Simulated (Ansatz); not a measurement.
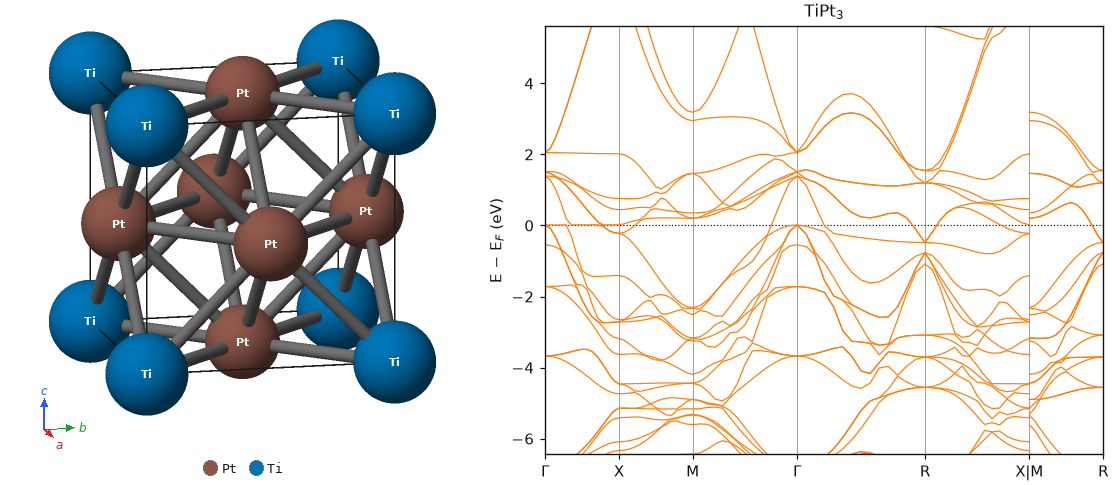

Band structure, beside the structure. Energies are counted from the Fermi level.

System: TiPt3, space group Pm-3m (No. 221), 4 atoms in the cell; cubic a = 3.897 Å.

Computed with Ansatz 0.2.0: PBEsol, Ansatz PAW, no spin polarisation, no spin-orbit coupling, 7×7×7 k mesh, 420 eV cutoff, Fermi-Dirac smearing of 0.05 eV.

### Does this material conduct, going by its bands?

A metal: bands cross the Fermi level along this path.

### Which levels at M lie nearest to the Fermi level?

At M the nearest levels lie 2.31 eV below and 0.20 eV above the Fermi level.

Spin-orbit coupling is left out, which matters for Pt. The PAW data sets were made with another functional. Bands are joined in order of energy, so crossings between the computed points show as kinks or gaps.
